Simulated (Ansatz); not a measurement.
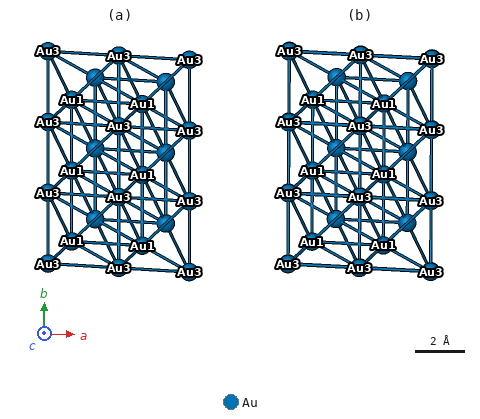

The structure of crystalline Au (set up in Immm) before (left) and after (right) a relaxation, at one scale.

A ball-and-stick model of the reduced cell, repeated 2 × 3 × 1 with one cell outlined, seen along the c axis. Lengths and directions refer to the drawn axes.

Case: film's bulk on the substrate's plane, third vector and atoms relaxed.

Theory: DFT PBE, scalar-relativistic, plane waves, PAW in Ansatz 0.2.0. Settings: plane-wave cutoff 420 eV; k-point mesh 8 × 4 × 23; occupations gaussian; smearing width 0.1 eV; no spin polarisation; cell relaxed at fixed a, b, gamma; force threshold 0.01 eV/Å; at most 50 steps.

Question: What changed between the two?

Answer: No atom moves by more than 0.005 Å relative to the cell. The drawn cell changes as follows: a 2.943 → 2.970 Å (+0.9 %), b 2.943 → 2.951 Å (+0.3 %), c 6.369 → 6.324 Å (−0.7 %), α 100.5° → 100.8°, γ 91.5° → 90.8°; the volume changes by +0.5 %. Among the contacts that change: Au–Au 2.943 → 2.970 Å, Au–Au 2.943 → 2.923 Å, Au–Au 2.997 → 3.012 Å. Within 0.06 Å the space group is Immm at the start and C2/m at the end; at a tighter tolerance small leftover displacements or strains of the cell lower it. The energy falls by 1.2 meV per cell of the calculation in 5 accepted moves (6 points after the start). All forces vanish by symmetry, so only the cell relaxes. Pressure: 2.32 GPa at the start and 1.65 GPa at the end. At 1 point the geometry stayed and the basis and grid were re-selected for the new cell (energy shift of 0.1 meV per cell of the calculation at most each time).
